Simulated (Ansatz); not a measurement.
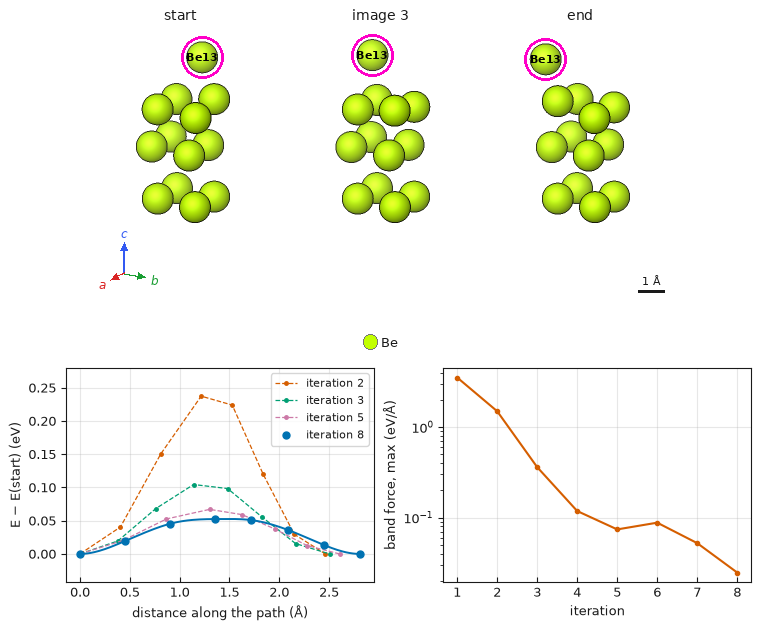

NEB run on Be on Be(0001) (13 atoms in the cell). Images are numbered from 0 (start) to 7 (end). The plot follows the band through its iterations. Style: spheres-only. Shown: the simulation cell, with the vacuum cut short (origin moved), slightly off an axis. The moving atom is ringed, with any periodic copies.

Method: DFT PBE, scalar-relativistic, plane waves, PAW in Ansatz. Run with plane-wave cutoff 420 eV; k-point mesh 5 × 5 × 1; Gaussian smearing 0.15 eV; 4 atoms held fixed; 6 movable images; climbing image from the first iteration; force threshold 0.05 eV/Å; iteration limit 19.

Question: How did the profile develop, and is the result final?

Answer: The run is converged, with reservations. The band converged in 8 iterations. The largest component of the band force went from 3.5 to 0.025 eV/Å. The climbing image converged on the top of the path. Its curvatures weren't checked. The first iteration put the highest image at 0.635 eV. The barrier is about 0.052 eV in both directions, with image 3 at the top; the ends have the same energy.

Limits of the set-up: the periodic images lie only 4.6 Å apart, so the values are limited by the cell's size.
